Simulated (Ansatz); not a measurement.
# CdWO4 (P2/c): spin-orbit coupling beyond the local functionals

Aim: the spin-orbit change of the gap of CdWO4 (P2/c).

Calculated with Ansatz 0.2.0; density functionals with and without spin-orbit coupling, plane waves, PAW.

**What was measured.**

- Gap 4.15 eV: direct gap from absorption edge with Urbach fit; optical absorption; 300 K; bulk crystal (thin cleaved platelet of Czochralski crystal, 10-30 um thick) (“Optical absorption of divalent metal tungstates: Correlation between the band-gap energy and the cation ionic radius”, 2008, arxiv:0807.2115).

### 1. The starting structure

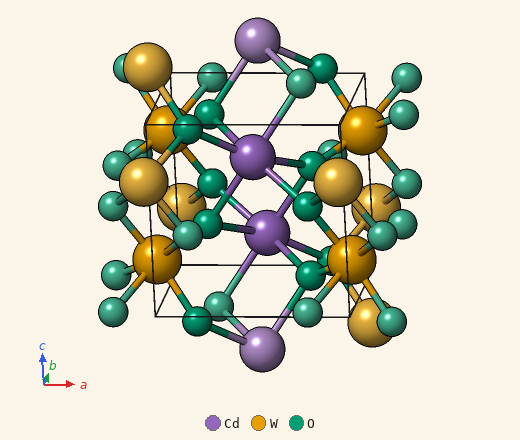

The starting structure, seen slightly off an axis (cadmium purple, tungsten orange, oxygen teal). Some periodic images of atoms are drawn too.

The cell and positions come from the Crystallography Open Database and are kept as given unless a step says otherwise. Spin-orbit coupling is left out unless a step names it. The default PAW set here is soft_2. Its files were made with PBE.

### 2. HSE06, 2×2×2 mesh

This step: DFT, HSE06, plane waves, PAW.

Input file input.yaml:

```yaml
crystal:
  lattice:
    - [5.04, 0.0, 0.0]
    - [0.0, 5.8701, 0.0]
    - [-0.1309573182, 0.0, 5.0824131071]
  atoms:
    - { symbol: Cd, position: [0.5, 0.69729, 0.25] }
    - { symbol: Cd, position: [0.5, 0.30271, 0.75] }
    - { symbol: W, position: [0.0, 0.17855, 0.25] }
    - { symbol: W, position: [0.0, 0.82145, 0.75] }
    - { symbol: O, position: [0.2018, 0.0955, 0.9504] }
    - { symbol: O, position: [0.7982, 0.0955, 0.5496] }
    - { symbol: O, position: [0.7982, 0.9045, 0.0496] }
    - { symbol: O, position: [0.2018, 0.9045, 0.4504] }
    - { symbol: O, position: [0.242, 0.3703, 0.3839] }
    - { symbol: O, position: [0.758, 0.3703, 0.1161] }
    - { symbol: O, position: [0.758, 0.6297, 0.6161] }
    - { symbol: O, position: [0.242, 0.6297, 0.8839] }
kpoints:
  mp_grid: { grid: [2, 2, 2] }
  band_path:
    path:
      - [0.0, 0.0, 0.0]
      - [0.0, 0.5, 0.0]
      - [0.0, 0.5, 0.5]
      - [0.0, 0.0, 0.5]
      - [-0.5, 0.0, 0.5]
      - [-0.5, 0.5, 0.5]
      - [-0.5, 0.5, 0.0]
      - [-0.5, 0.0, 0.0]
      - [0.1666666667, -0.5, -0.5]
      - [0.0, -0.5, 0.1666666667]
    npoints: 1
hamiltonian:
  xc: hse06
scf:
  occupations: { method: fixed }
  n_extra_bands: 8
output:
  eigenvalues: true
```

Launch:

```sh
$ ansatz run input.yaml --threads 24 --pin off --max-ram 82944MiB --backend cuda --events-out ev --progress --plain --runs-dir out --devices 1 --max-vram 78GiB
```

Numbers of over 12 decimals in the logs are rounded to 6 here.

The program printed:

```text
scf.n_extra_bands = 8 over 58 filled bands (N_el = 116.0): the run solves 66 bands
exact exchange: scf.exx.singularity resolves to wigner_seitz, which cuts the screened interaction at the faces of the exchange supercell's Wigner-Seitz cell, so that each pair interacts once, at the shortest of its separations (the periodic images that this leaves out come, for a point-like exchange hole, to about 0.005 eV on a filled level). The cut falls within the interaction's reach, and what an exchange supercel [...]
GPUs: using 1 of 1 available (devices: 1).
Engine: ansatz 0.2.0, aarch64-unknown-linux-gnu
Pseudopotentials: kind: paw
Pseudopotential: Cd, paw, valence charge 20, recommended cutoff 420 eV (normal), Cd.paw.azcp
Pseudopotential: W, paw, valence charge 14, recommended cutoff 420 eV (normal), W.paw.azcp
Pseudopotential: O, paw, valence charge 6, recommended cutoff 420 eV (normal), O.paw.azcp
Functional definition: HSE06
  parameter a = 0.25
  parameter omega = 0.11/bohr
  exchange = pbe_x - a*pbe_x_sr(omega) + a*exact_x_sr(omega)
  correlation = pbe_c
davidson cushion auto → on  (no smearing: the cushion is to keep the highest requested band from converging to the state above it; pin scf.eigensolver.cushion to override)
[...]
Crystal: 12 atoms, lattice volume = 150.365 Å³
Basis set: ecut = 420 eV, 2943 PW (Γ)
Bands: 66, of which v1, the nominal top of the filled ones, is band 58 counted from 1 (57 counted from 0)
Symmetry: 4 space group operations
Space group: P2/c (ITA 13), of the structure as read, at distance tolerance 5.3e-5 Å
k-points: 8
Non-local potential: Cd, projectors of the file, l = 0: 3, l = 1: 2, l = 2: 2, l = 3: 1
Non-local potential: W, projectors of the file, l = 0: 3, l = 1: 2, l = 2: 2, l = 3: 1
Non-local potential: O, projectors of the file, l = 0: 2, l = 1: 2, l = 2: 1
PAW form: soft (Blöchl's): semilocal exchange-correlation on the pseudo side does not see the compensation charge
PAW frozen core: Cd, regenerated for the run's functional, and the local potential with it (the file was generated under x = pbe(κ = 0.804, μ = 0.219515), c = pbe(β = 0.066725))
PAW frozen core: W, regenerated for the run's functional, and the local potential with it (the file was generated under x = pbe(κ = 0.804, μ = 0.219515), c = pbe(β = 0.066725))
PAW frozen core: O, regenerated for the run's functional, and the local potential with it (the file was generated under x = pbe(κ = 0.804, μ = 0.219515), c = pbe(β = 0.066725))
PAW one-centre angular grid: Cd, 590 points (default); XC on 64 Gauss nodes
PAW one-centre angular grid: W, 590 points (default); XC on 64 Gauss nodes
PAW one-centre angular grid: O, 110 points (default); XC on 96 Gauss nodes
Initial density: superposition of atomic densities (neutral atoms: chi_scale 0, normalization atom), corrected by the library's trained network
Initial wavefunctions: pseudopotential atomic-orbital guess
[...]
Functional: x = pbe(κ = 0.804, μ = 0.219515), c = pbe(β = 0.066725), warm-up for x = pbe(κ = 0.804, μ = 0.219515) + 0.25 (exact − pbe) at short range (hse, ω = 0.207870 Å⁻¹), c = pbe(β = 0.066725); HSE06 as pw.x's `hse` composes it (authors' and Libxc's form: `xc: wpbeh`)
[...]
hybrid outer 1: dexx = +5.962e-2 eV, tail = 2.05e-4 eV
[...]
SCF iter   2: F=—  HF=-41827.669275 eV  |F-HF|=—  |Δ(HF+E_count)|=   4.75e-7  Δρ=4.00e-5  dr2=1.29e-6  ethr=3.07e-9  ⟨swp⟩=4.0  Hψ=1729  notcnv=0
SCF iter   3: F=—  HF=-41827.669279 eV  |F-HF|=—  |Δ(HF+E_count)|=   3.42e-6  Δρ=3.22e-5  dr2=1.54e-6  ethr=6.87e-10  ⟨swp⟩=5.5  Hψ=1607  notcnv=0  defer=7
iter 4 solved again at ethr=1.88e-11 eV; its pass at ethr=6.87e-10 eV (dr2=2.18e-8 eV) is discarded
SCF iter   4: F=-41827.669278 eV  HF=-41827.669278 eV  |F-HF|=2.06e-8  |Δ(HF+E_count)|=   3.61e-7  Δρ=4.51e-6  dr2=2.83e-8  ethr=1.88e-11  ⟨swp⟩=3.0  Hψ=2688  notcnv=0
SCF 3 converged in 4 iterations: F = -41827.669278 eV  dr2 = 2.83e-8
hybrid outer 2: dexx = +3.926e-6 eV, tail = 1.31e-7 eV, Δε = 3.07e-3 eV (about 9.02e-5 eV left of the loop's levels)
the search or the solves at the SCF's close seem to have found levels that the self-consistency loop had missed (the run counts 1). By its estimate they hold under 1e-12 electrons; where the run keeps them, the occupations were computed again with them
[...]
NSCF: frozen V_eff on 10 k-points
hybrid SCF converged: 2 outer / 11 inner (+5 warm-up), last move |dexx| = 3.93e-6 eV, tail = 1.31e-7 eV
Stability not checked: this state was not tested for a lower state beside it, because the functional holds exact exchange (a hybrid, or Hartree-Fock), whose exchange loop this test does not read (fock_operator; see scf.lower_state_search)
Free energy (F): -41827.669279 eV
Frozen-core exchange: fock
Harris-Foulkes:  -41827.669279 eV  (|F-HF|=2.06e-8)
Internal energy: -41827.669279 eV  (E = F + TS)
E sigma→0 (E₀):  -41827.669279 eV
Fermi energy:    8.019420 eV
--- Per-component energies (eV) ---
  E_band       = -1609.743913
  E_kinetic    = 3310.237333
  E_local      = -11307.989877  (includes V_loc(G=0)·N_el)
  E_nonlocal   = 446.361368
  E_hartree    = 4754.634047
  E_xc         = -1174.663294
  E_vxc        = -1321.422581  (∫ρ·V_xc dr)
  E_exx        = -412.221814  (= α·E_x^exact, valence–valence)
  E_paw        = -26452.360675  (= ΣΔE_a)
  E_vpaw       = -1421.768105  (= ΣTr[D̂ρ^β])
  E_aug_tail   = 0.019272  (compensation charges beyond the density's cutoff)
  E_ewald      = -10984.422672
  E_core_change = -7.262966  (= ΣΔE_core)
  E_smearing   = -0.000000  (= −TS)
  E_closure    = 0.000000  (closes the sum)
  Σ components = -41827.669279   (vs F -41827.669279, Δ=0.00e0)
--- Band table (eV; the first three rows and the last of 8) ---
  k-point 0: bands = [... 54 lower, 7.3299, 7.4673, 7.6595, 7.7929, 12.9451, 13.3852, 13.3927, 13.5337]
  k-point 1: bands = [... 54 lower, 7.4503, 7.4503, 7.9123, 7.9123, 13.0570, 13.0570, 13.4400, 13.4400]
  k-point 2: bands = [... 54 lower, 7.1566, 7.2888, 7.3962, 8.0194, 12.5562, 13.4201, 13.5070, 13.7648]
  k-point 7: bands = [... 54 lower, 7.1645, 7.1645, 7.5570, 7.5570, 13.2467, 13.2467, 13.5805, 13.5805]
```

Elapsed: 6.4 s, on 1 × NVIDIA GB200 (shared by 2 runs) with 24 threads of Arm Neoverse V2, shared host; peak memory 1.4 GiB; 27 s of CPU time.

In the SCF lines HF is the Harris–Foulkes energy and dr2 the Hartree energy of the density residual, in eV; the loop may stop once dr2 is under the threshold and the program's other checks hold. Hψ counts applications of the Hamiltonian.

This step gave:

| Quantity | Value |
| --- | --- |
| gap | 4.497 eV |
| valence top at | k = (0.167, -0.500, -0.500) |
| conduction bottom at | k = (0.000, -0.500, 0.167) |
| least direct gap | 4.537 eV |
| exact-exchange fraction | 0.25 |

The gap is indirect, with the least direct gap 0.04 eV higher.

### 3. HSE06+SOC, 2×2×2 mesh

The many-body steps leave out spin-orbit coupling, so its effect is taken from a two-component run, with twice the bands.

This step: DFT, HSE06 with spin-orbit coupling, plane waves, PAW.

input.yaml, as its differences from that of step 2:

```diff
@@ -37,3 +37,6 @@
   occupations: { method: fixed }
-  n_extra_bands: 8
+  n_extra_bands: 16
+magnetization:
+  noncollinear: true
+  spin_orbit: true
 output:
```

The program printed:

```text
[...]
GPUs: using 1 of 1 available (devices: 1).
[...]
non-collinear run that drives no moment, with spin-orbit: no starting moment large enough to seed its density (crystal.atoms[].spin), no starting occupations that ask for one, no magnetisation constraint and no magnetic field, so the semilocal B_xc is pinned to zero
[...]
Crystal: 12 atoms, lattice volume = 150.365 Å³
Basis set: ecut = 420 eV, 2943 PW (Γ)
Bands: 132, of which v1, the nominal top of the filled ones, is band 116 counted from 1 (115 counted from 0)
Symmetry: 4 space group operations + 4 with time reversal
[...]
k-points: 8
Projection manifold: j_resolved (fully-relativistic pseudo-atomic orbitals)
[...]
hybrid outer 1: dexx = +5.984e-2 eV, tail = 1.80e-4 eV
[...]
SCF 3 converged in 4 iterations: F = -41838.075413 eV  dr2 = 2.29e-8
[...]
```

Run time: 15 s. Hardware: 1 × NVIDIA GB200 (shared by 2 runs) with 24 threads; peak memory 2.1 GiB.

This step gave:

| Item | Value |
| --- | --- |
| gap | 4.479 eV |
| valence top at | k = (0.167, -0.500, -0.500) |
| conduction bottom at | k = (0.000, -0.500, 0.167) |
| least direct gap | 4.523 eV |
| exact-exchange fraction | 0.25 |

The gap stands −0.02 eV against HSE06.

### 4. Together

Times are wall times on 1 × NVIDIA GB200 (shared by 2 runs) with 24 threads of Arm Neoverse V2, shared host, good to a factor of about two.

```tsv
level	gap (eV)	with coupling (eV)	change (eV)	time	with coupling
HSE06	4.50	4.48	−0.02	6.4 s	15 s
```

### 5. Outcome

| Item | Value |
| --- | --- |
| HSE06 | 4.50 eV |
| HSE06+SOC | 4.48 eV |

In words: Spin-orbit coupling changes the gap by −0.02 eV and the least direct gap by −0.01 eV. Against experiment, by HSE06+SOC: the direct gap of 4.52 eV lies +0.37 eV from the measured 4.15 eV (direct, 300 K, 2008). An exciton line or allowed optical edge lies below the quasiparticle gap by the binding energy; a forbidden edge can push the onset above it. The lattice is static and excitons are left out.

[Paths, hosts, dates, memory and timing lines, banners, echoed tables and standing remarks are left out of the program output.]

[Logs are printed without paths, hosts, clocks, repeated set-up lines and the standing remarks that a program may print on its own settings, such as how far it seeks lower states.]

[Runs of the session that timed out or met a known fault of the program may be left out.]

[Cells called generated may have been cut or substituted from an entry of the Crystallography Open Database or the Materials Project.]

[Hosts, paths, dates, database ids (printed as entryN), source tags and the programs' standing remarks are cut or masked in the printed files.]
